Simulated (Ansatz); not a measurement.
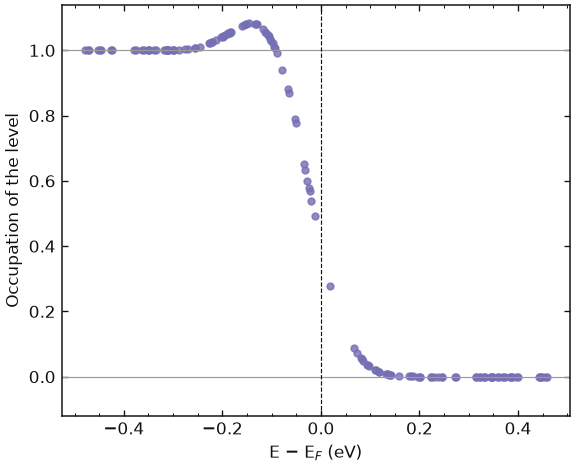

Occupations of the one-electron levels of the k mesh against their energy, from a run on Sc, space group C2/m (No. 12), 3 atoms in the cell, with Ansatz.

**Name the smearing function and its width.**

cold (Marzari-Vanderbilt) smearing with a width of 0.1 eV. The occupations overshoot 1 below the Fermi level (up to 1.08) but never turn negative, and they are not symmetric about it.
